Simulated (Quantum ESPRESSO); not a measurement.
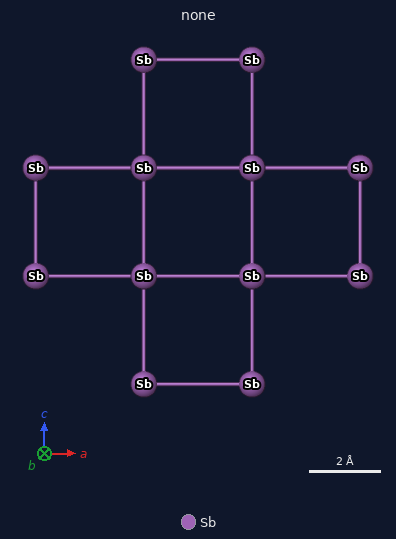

A crystal of Sb (set up in Pm-3m), relaxed (cell and atoms) with several dispersion corrections. The picture shows the result with none. A ball-and-stick model of the cell of the calculation, seen along the b axis.

Computed with Quantum ESPRESSO 7.5: PBEsol, GBRV 1.5 PBEsol. Settings: plane-wave cutoff 612.3 eV; k-point mesh 8 × 8 × 8; occupations fermi-dirac; smearing width 0.05 eV; optimiser FIRE; no spin polarisation.

| dispersion correction | volume (Å³/atom) | a (Å) |
| --- | --- | --- |
| D3(BJ) | ? | ? |
| none | 28.822 | 3.066 |
| D3 | 28.536 | 3.056 |
| D4 | 28.164 | 3.042 |

Question: One row is withheld. What does the calculation give there?

Answer: With D3(BJ) the volume is the smallest of the series, below D4 (28.164). The calculation gives 27.802 Å³/atom (a = 3.029 Å). In order of volume: D3(BJ) < D4 < D3 < none; the spread is 3.7 %.

Each member starts from this one structure; whether another phase lies lower wasn't checked.
